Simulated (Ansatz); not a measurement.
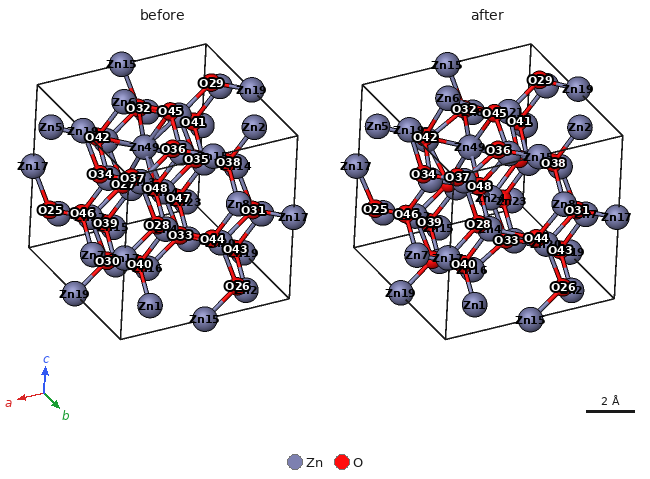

The structure of a defect cell of composition Zn25O24 before (left) and after (right) a relaxation, at one scale.

A ball-and-stick model of the cell of the calculation (origin shifted), seen from a free direction.

Case: Zn interstitial, charge +0, atoms relaxed at the host's cell.

Theory: DFT PBE, scalar-relativistic, plane waves, PAW (Ansatz 0.2.0). Set-up: plane-wave cutoff 420 eV; k-point mesh 2 × 2 × 2; occupations gaussian; smearing width 0.01 eV; mesh shifted by (0.5, 0.5, 0.5); no spin polarisation; atoms relaxed in a fixed cell; force threshold 0.025 eV/Å; at most 45 steps.

Summarise the run.

Answer. Over 5 geometry steps the energy falls by 1.739 eV per cell of the calculation. Largest force component: 2.7 eV/Å at the start, 0.0061 eV/Å at the end. The largest moves, 0.32 Å, are those of Zn atoms. Largest moves by element: Zn 0.32 Å, O 0.19 Å. The cell doesn't change. Near-neighbour distances that change, for instance: Zn–Zn 2.189 → 2.451 Å, O–Zn 2.007 → 2.181 Å, O–Zn 2.571 → 2.439 Å, O–Zn 1.999 → 1.895 Å. Among the angles between lasting bonds that change: Zn–O–Zn 110.3° → 129.7°, O–Zn–O 110.3° → 97.0°, O–Zn–O 108.7° → 96.0°.

Limits of the set-up: the periodic images lie only 8.4 Å apart, so the values are limited by the cell's size.
